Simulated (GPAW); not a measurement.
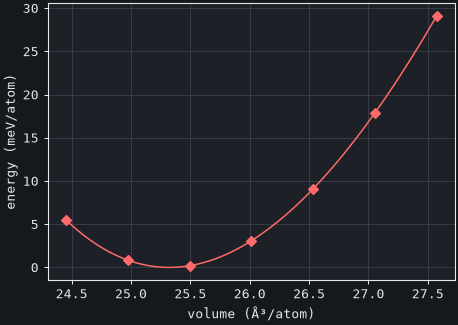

The picture above shows the energy against volume for Sn₃Se, space group Fm-3m (No. 225).

Structure:
```cif
data_structure
_symmetry_space_group_name_H-M 'P 1'
_symmetry_Int_Tables_number 1
_cell_length_a 5.2795
_cell_length_b 5.2795
_cell_length_c 5.2795
_cell_angle_alpha 60.000
_cell_angle_beta 60.000
_cell_angle_gamma 60.000
_cell_volume 104.05
loop_
_atom_site_label
_atom_site_type_symbol
_atom_site_fract_x
_atom_site_fract_y
_atom_site_fract_z
_atom_site_occupancy
Sn1 Sn 0.50000 0.50000 0.50000 1
Sn2 Sn 0.75000 0.75000 0.75000 1
Sn3 Sn 0.25000 0.25000 0.25000 1
Se1 Se 0.00000 0.00000 0.00000 1
```

Method: PAW DFT in plane waves, on a grid or in atomic orbitals, no spin polarisation; energies at scaled volumes of the given cell, shape and fractions fixed, counted from the fit's minimum, third-order Birch-Murnaghan fit (GPAW 26.7.0). Level: r2SCAN.

k mesh 6×6×6; occupations Fermi–Dirac; smearing width 0.05 eV; potentials GPAW PAW data sets (gpaw data 1.2.1); wave cutoff 600 eV; program settings basis pw.

This calculation gives: equilibrium volume 25.32 Å³/atom and bulk modulus 55.1 GPa.

Now the level changes from r2SCAN to PBE. Predict the effect.

The equilibrium volume rises from 25.32 to 25.80 Å³/atom (+1.9 %) and the bulk modulus falls from 55.1 to 49.6 GPa (−10 %).

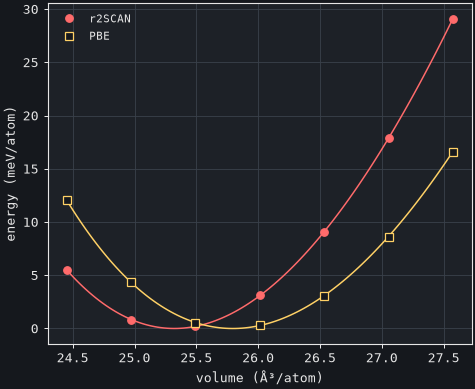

The two results together.

V0 and the bulk modulus come from third-order Birch–Murnaghan fits.
